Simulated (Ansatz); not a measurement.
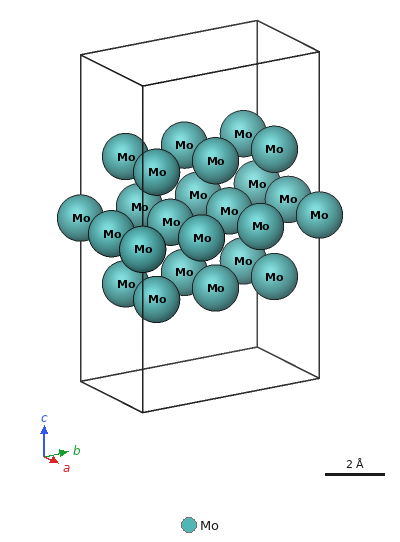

Figure 1. The starting structure (spheres-only view of the 2 × 3 repeat of the cell, with the vacuum cut short, seen slightly off an axis).

**Geometry relaxation, with input and output: Mo (part 1 of 2)**

The run: geometry relaxation of Mo (slab, 3 atoms in the cell). Method and program: DFT PBE, scalar-relativistic, plane waves, PAW, no spin polarisation (Ansatz 0.2.0).

The structure derives from an entry of the Crystallography Open Database. The input holds or restrains some coordinates.

Output:
```
Engine: ansatz 0.2.0, aarch64-unknown-linux-gnu
Pseudopotentials: kind: paw
Pseudopotential: Mo, paw, valence charge 14, recommended cutoff 420 eV (normal), Mo.paw.azcp
Functional definition: PBE
  parameter kappa = 0.804
  parameter beta = 0.06672455060314922
  exchange = pbe_x(kappa = kappa, mu = beta*pi^2/3)
  correlation = pbe_c(beta = beta)
Crystal: 3 atoms, lattice volume = 130.448 Å³
Basis set: ecut = 420 eV, 2615 PW (Γ), exchange–correlation on 40×40×250 points (8 copies of the dense FFT grid, shifted against one another)
Bands: 26, of which v1, the nominal top of the filled ones, is band 21 counted from 1 (20 counted from 0)
Symmetry: 4 space group operations
k-points: 36 of 121
Non-local potential: Mo, projectors of the file, l = 0: 3, l = 1: 2, l = 2: 2, l = 3: 1
PAW form: soft (Blöchl's): semilocal exchange-correlation on the pseudo side does not see the compensation charge
PAW one-centre angular grid: Mo, 590 points (default); XC on 64 Gauss nodes
Initial density: superposition of atomic densities (neutral atoms: chi_scale 0, normalization atom), corrected by the library's trained network
Initial wavefunctions: pseudopotential atomic-orbital guess
Functional: x = pbe(κ = 0.804, μ = 0.2195149727645171), c = pbe(β = 0.06672455060314922)
SCF iter   1: F=—  HF=-14865.469930 eV  |F-HF|=—  |Δ(HF+E_count)|=         —  Δρ=5.46e-3  dr2=1.41e-1  ethr=1.77e-3  p=-0.000 e·Å  D=-4.97e-14 V/Å  ΔV_dip=0.00 eV  dr2_dipole=2.87e-8  V_vac-E_F(+/−)=4.95/4.95 eV  ⟨swp⟩=7.5  Hψ=4578  notcnv=0
efield: sawtooth ramp at fractional position 0.9800 (placed from the atoms, in the widest stretch of the axis that holds none; the zero of the levels goes with the place), width 0.0400; the density the first Hamiltonian is built on has a dipole p = -0.000 e·Å; the dipole correction subtracts the counter field D = -4.97e-14 V/Å, which shifts the + side's vacuum level by +0.00 eV against the − side's; the planar-averaged density in the ramp window peaks in size at 6.4e-5 e/Å³
preconditioner: auto → LDOS  [metal: Δε(μ)=0.015 eV  Ē_g=3.779 eV  σ=0.100 eV  W_gap=0.09  n_scr=12 (ndim 8)  ℏωp=13.8 eV  f_vac=0.537  D(μ)=2.95/eV (n_scr^D=10)  β→1.0]
SCF iter   2: F=—  HF=-14865.465584 eV  |F-HF|=—  |Δ(HF+E_count)|=   4.35e-3  Δρ=3.24e-3  dr2=4.38e-2  ethr=3.35e-4  p=0.000 e·Å  D=1.35e-5 V/Å  ΔV_dip=-0.00 eV  dr2_dipole=4.79e-8  V_vac-E_F(+/−)=4.71/4.71 eV  ⟨swp⟩=2.1  Hψ=1515  notcnv=0  defer=10
SCF iter   3: F=—  HF=-14865.461640 eV  |F-HF|=—  |Δ(HF+E_count)|=   3.94e-3  Δρ=6.11e-4  dr2=2.82e-3  ethr=1.04e-4  p=0.000 e·Å  D=3.68e-6 V/Å  ΔV_dip=-0.00 eV  dr2_dipole=3.00e-9  V_vac-E_F(+/−)=4.75/4.75 eV  ⟨swp⟩=2.0  Hψ=1172  notcnv=0  defer=10
SCF iter   4: F=—  HF=-14865.461484 eV  |F-HF|=—  |Δ(HF+E_count)|=   1.56e-4  Δρ=1.22e-4  dr2=1.78e-5  ethr=6.71e-6  p=0.000 e·Å  D=1.40e-6 V/Å  ΔV_dip=-0.00 eV  dr2_dipole=1.17e-10  V_vac-E_F(+/−)=4.73/4.73 eV  ⟨swp⟩=2.0  Hψ=1213  notcnv=0  defer=5
iter 5 did not close the SCF: its close was put off for the readings that it lacked (scf_convergence_deferred on its scf_iter line)
SCF iter   5: F=-14865.461484 eV  HF=-14865.461484 eV  |F-HF|=2.70e-7  |Δ(HF+E_count)|=   6.00e-7  Δρ=2.94e-5  dr2=3.16e-6  ethr=4.23e-8  p=-0.000 e·Å  D=-2.26e-8 V/Å  ΔV_dip=0.00 eV  dr2_dipole=2.15e-11  V_vac-E_F(+/−)=4.72/4.72 eV  ⟨swp⟩=3.3  Hψ=1978  notcnv=0  defer=5
SCF iter   6: F=-14865.461486 eV  HF=-14865.461486 eV  |F-HF|=8.96e-8  |Δ(HF+E_count)|=   1.59e-6  Δρ=1.09e-5  dr2=1.98e-7  ethr=7.52e-9  p=0.000 e·Å  D=3.07e-7 V/Å  ΔV_dip=-0.00 eV  dr2_dipole=2.01e-13  V_vac-E_F(+/−)=4.72/4.72 eV  ⟨swp⟩=6.5  Hψ=4008  notcnv=0
SCF 1 converged in 6 iterations: F = -14865.461486 eV  dr2 = 1.98e-7
  greatest PAW one-centre occupation: 0.998 electrons in one spin orbital (limit 2), on the Mo atom at site 0 (counted from 0), in its partial waves of l = 0
relax step   1: F+E_penalty+E_count = -14865.46148582 eV  Δ(F+E_penalty+E_count) = +0.000e0 eV  max|allowed force component| = 6.199e-1 eV/Å  Δτ_max = 0.0000 Å  (6 SCF iters, dr2 threshold 2.25e-5 eV, accepted)
Initial density: handed on by an earlier stage of this run
Initial wavefunctions: those handed on with the density
SCF iter   1: F=—  HF=-14865.569106 eV  |F-HF|=—  |Δ(HF+E_count)|=         —  Δρ=1.59e-2  dr2=1.33e0  ethr=3.10e-3  p=-0.000 e·Å  D=-1.12e-7 V/Å  ΔV_dip=0.00 eV  dr2_dipole=3.26e-1  V_vac-E_F(+/−)=4.76/4.76 eV  ⟨swp⟩=5.7  Hψ=2987  notcnv=0  defer=10
efield: sawtooth ramp at fractional position 0.9800 (handed on by an earlier solve), width 0.0400; the density the first Hamiltonian is built on has a dipole p = -0.000 e·Å; the dipole correction subtracts the counter field D = -1.12e-7 V/Å, which shifts the + side's vacuum level by +0.00 eV against the − side's; the planar-averaged density in the ramp window peaks in size at 6.8e-6 e/Å³
preconditioner: auto → LDOS  [metal: Δε(μ)=0.031 eV  Ē_g=3.946 eV  σ=0.100 eV  W_gap=0.17  n_scr=12 (ndim 8)  ℏωp=13.8 eV  f_vac=0.548  D(μ)=2.77/eV (n_scr^D=10)  β→1.0]
SCF iter   2: F=—  HF=-14865.523268 eV  |F-HF|=—  |Δ(HF+E_count)|=   4.58e-2  Δρ=5.76e-3  dr2=9.70e-2  ethr=3.10e-3  p=0.008 e·Å  D=1.10e-2 V/Å  ΔV_dip=-0.20 eV  dr2_dipole=6.34e-3  V_vac-E_F(+/−)=4.54/4.74 eV  ⟨swp⟩=2.0  Hψ=1363  notcnv=0  defer=13
SCF iter   3: F=—  HF=-14865.510554 eV  |F-HF|=—  |Δ(HF+E_count)|=   1.27e-2  Δρ=2.47e-3  dr2=2.55e-2  ethr=2.31e-4  p=0.004 e·Å  D=5.15e-3 V/Å  ΔV_dip=-0.10 eV  dr2_dipole=9.16e-5  V_vac-E_F(+/−)=4.63/4.73 eV  ⟨swp⟩=2.7  Hψ=1835  notcnv=0  defer=14
SCF iter   4: F=—  HF=-14865.507380 eV  |F-HF|=—  |Δ(HF+E_count)|=   3.17e-3  Δρ=4.67e-4  dr2=4.51e-4  ethr=6.07e-5  p=0.004 e·Å  D=5.30e-3 V/Å  ΔV_dip=-0.10 eV  dr2_dipole=2.72e-5  V_vac-E_F(+/−)=4.62/4.72 eV  ⟨swp⟩=2.2  Hψ=1295  notcnv=0  defer=14
SCF iter   5: F=—  HF=-14865.507464 eV  |F-HF|=—  |Δ(HF+E_count)|=   8.34e-5  Δρ=2.31e-4  dr2=1.70e-4  ethr=1.07e-6  p=0.003 e·Å  D=3.77e-3 V/Å  ΔV_dip=-0.07 eV  dr2_dipole=6.92e-6  V_vac-E_F(+/−)=4.63/4.70 eV  ⟨swp⟩=3.3  Hψ=1867  notcnv=0  defer=14
SCF iter   6: F=-14865.507455 eV  HF=-14865.507457 eV  |F-HF|=2.51e-6  |Δ(HF+E_count)|=   6.42e-6  Δρ=6.38e-5  dr2=9.76e-6  ethr=5.72e-8  p=0.003 e·Å  D=3.73e-3 V/Å  ΔV_dip=-0.07 eV  dr2_dipole=6.32e-7  V_vac-E_F(+/−)=4.63/4.70 eV  ⟨swp⟩=8.8  Hψ=5300  notcnv=0
SCF 2 converged in 6 iterations: F = -14865.507455 eV  dr2 = 9.76e-6
  greatest PAW one-centre occupation: 0.998 electrons in one spin orbital (limit 2), on the Mo atom at site 2 (counted from 0), in its partial waves of l = 0
relax step   2: F+E_penalty+E_count = -14865.50745473 eV  Δ(F+E_penalty+E_count) = -4.597e-2 eV  max|allowed force component| = 3.046e-1 eV/Å  Δτ_max = 0.1976 Å  (6 SCF iters, dr2 threshold 2.40e-5 eV, accepted)
SCF iter   1: F=—  HF=-14865.514541 eV  |F-HF|=—  |Δ(HF+E_count)|=         —  Δρ=2.50e-3  dr2=2.15e-2  ethr=8.37e-4  p=0.003 e·Å  D=3.73e-3 V/Å  ΔV_dip=-0.07 eV  dr2_dipole=1.33e-3  V_vac-E_F(+/−)=4.63/4.70 eV  ⟨swp⟩=2.4  Hψ=1773  notcnv=0  defer=14
efield: sawtooth ramp at fractional position 0.9800 (handed on by an earlier solve), width 0.0400; the density the first Hamiltonian is built on has a dipole p = 0.003 e·Å; the dipole correction subtracts the counter field D = 3.73e-3 V/Å, which shifts the + side's vacuum level by -0.07 eV against the − side's; the planar-averaged density in the ramp window peaks in size at 3.8e-6 e/Å³
preconditioner: auto → LDOS  [metal: Δε(μ)=0.022 eV  Ē_g=3.899 eV  σ=0.100 eV  W_gap=0.12  n_scr=12 (ndim 8)  ℏωp=13.8 eV  f_vac=0.544  D(μ)=2.71/eV (n_scr^D=10)  β→1.0]
SCF iter   2: F=—  HF=-14865.514057 eV  |F-HF|=—  |Δ(HF+E_count)|=   4.84e-4  Δρ=1.38e-3  dr2=9.91e-3  ethr=5.11e-5  p=0.000 e·Å  D=4.41e-4 V/Å  ΔV_dip=-0.01 eV  dr2_dipole=3.26e-4  V_vac-E_F(+/−)=4.68/4.69 eV  ⟨swp⟩=2.0  Hψ=1527  notcnv=0  defer=14
SCF iter   3: F=—  HF=-14865.513336 eV  |F-HF|=—  |Δ(HF+E_count)|=   7.22e-4  Δρ=4.72e-4  dr2=1.04e-3  ethr=2.36e-5  p=0.001 e·Å  D=1.50e-3 V/Å  ΔV_dip=-0.03 eV  dr2_dipole=4.30e-5  V_vac-E_F(+/−)=4.66/4.69 eV  ⟨swp⟩=2.0  Hψ=1257  notcnv=0  defer=14
SCF iter   4: F=—  HF=-14865.513204 eV  |F-HF|=—  |Δ(HF+E_count)|=   1.31e-4  Δρ=1.05e-4  dr2=3.70e-5  ethr=2.48e-6  p=0.001 e·Å  D=8.05e-4 V/Å  ΔV_dip=-0.01 eV  dr2_dipole=5.33e-7  V_vac-E_F(+/−)=4.67/4.68 eV  ⟨swp⟩=3.3  Hψ=1734  notcnv=0  defer=14
SCF iter   5: F=-14865.513203 eV  HF=-14865.513202 eV  |F-HF|=4.87e-7  |Δ(HF+E_count)|=   2.07e-6  Δρ=3.55e-5  dr2=1.92e-6  ethr=1.38e-8  p=0.001 e·Å  D=9.22e-4 V/Å  ΔV_dip=-0.02 eV  dr2_dipole=1.80e-10  V_vac-E_F(+/−)=4.67/4.69 eV  ⟨swp⟩=10.8  Hψ=4994  notcnv=0
SCF 3 converged in 5 iterations: F = -14865.513203 eV  dr2 = 1.92e-6
relax step   3: F+E_penalty+E_count = -14865.51320267 eV  Δ(F+E_penalty+E_count) = -5.748e-3 eV  max|allowed force component| = 7.497e-2 eV/Å  Δτ_max = 0.0344 Å  (5 SCF iters, dr2 threshold 5.80e-6 eV, accepted)
SCF iter   1: F=—  HF=-14865.513531 eV  |F-HF|=—  |Δ(HF+E_count)|=         —  Δρ=5.30e-4  dr2=1.87e-3  ethr=1.31e-5  p=0.001 e·Å  D=9.22e-4 V/Å  ΔV_dip=-0.02 eV  dr2_dipole=3.66e-4  V_vac-E_F(+/−)=4.67/4.68 eV  ⟨swp⟩=2.0  Hψ=1787  notcnv=0
efield: sawtooth ramp at fractional position 0.9800 (handed on by an earlier solve), width 0.0400; the density the first Hamiltonian is built on has a dipole p = 0.001 e·Å; the dipole correction subtracts the counter field D = 9.22e-4 V/Å, which shifts the + side's vacuum level by -0.02 eV against the − side's; the planar-averaged density in the ramp window peaks in size at 4.8e-6 e/Å³
preconditioner: auto → LDOS  [metal: Δε(μ)=0.025 eV  Ē_g=3.898 eV  σ=0.100 eV  W_gap=0.14  n_scr=12 (ndim 8)  ℏωp=13.8 eV  f_vac=0.544  D(μ)=2.74/eV (n_scr^D=10)  β→1.0]
SCF iter   2: F=—  HF=-14865.513476 eV  |F-HF|=—  |Δ(HF+E_count)|=   5.46e-5  Δρ=2.49e-4  dr2=2.87e-4  ethr=4.44e-6  p=-0.000 e·Å  D=-2.69e-4 V/Å  ΔV_dip=0.00 eV  dr2_dipole=4.44e-6  V_vac-E_F(+/−)=4.68/4.68 eV  ⟨swp⟩=2.0  Hψ=1376  notcnv=0
SCF iter   3: F=—  HF=-14865.513454 eV  |F-HF|=—  |Δ(HF+E_count)|=   2.23e-5  Δρ=1.01e-4  dr2=5.19e-5  ethr=6.84e-7  p=0.000 e·Å  D=3.21e-4 V/Å  ΔV_dip=-0.01 eV  dr2_dipole=1.63e-8  V_vac-E_F(+/−)=4.67/4.68 eV  ⟨swp⟩=3.0  Hψ=1723  notcnv=0
SCF iter   4: F=—  HF=-14865.513442 eV  |F-HF|=—  |Δ(HF+E_count)|=   1.18e-5  Δρ=2.38e-5  dr2=1.91e-6  ethr=1.24e-7  p=0.000 e·Å  D=1.09e-4 V/Å  ΔV_dip=-0.00 eV  dr2_dipole=2.23e-9  V_vac-E_F(+/−)=4.68/4.68 eV  ⟨swp⟩=2.2  Hψ=1303  notcnv=0
SCF iter   5: F=-14865.513442 eV  HF=-14865.513442 eV  |F-HF|=1.47e-9  |Δ(HF+E_count)|=   1.14e-7  Δρ=5.75e-6  dr2=7.60e-8  ethr=2.38e-10  p=0.000 e·Å  D=3.79e-5 V/Å  ΔV_dip=-0.00 eV  dr2_dipole=9.29e-10  V_vac-E_F(+/−)=4.68/4.68 eV  ⟨swp⟩=6.9  Hψ=5243  notcnv=0
SCF 4 converged in 5 iterations: F = -14865.513442 eV  dr2 = 7.60e-8
relax step   4: F+E_penalty+E_count = -14865.51344238 eV  Δ(F+E_penalty+E_count) = -2.397e-4 eV  max|allowed force component| = 9.480e-4 eV/Å  Δτ_max = 0.0052 Å  (5 SCF iters, accepted)
```

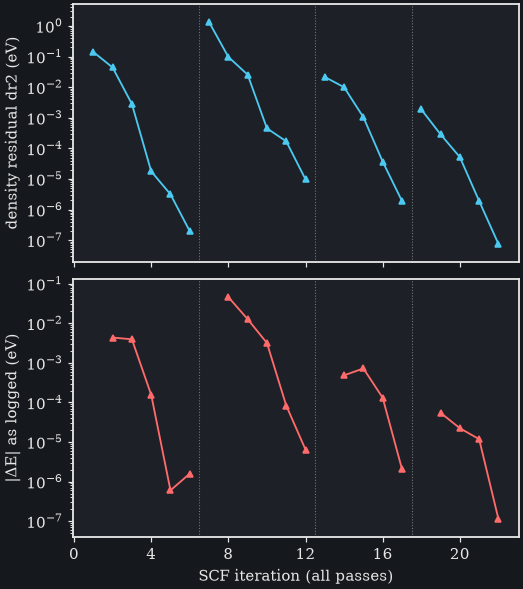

Figure 2. Convergence of the self-consistent field: density residual dr2 and size of the energy change against the SCF iteration. The dotted lines part the SCF passes of the relaxation: geometry steps, rejected trials and re-solves on a re-selected basis. The passes take 6, 6, 5 and 5 iterations.
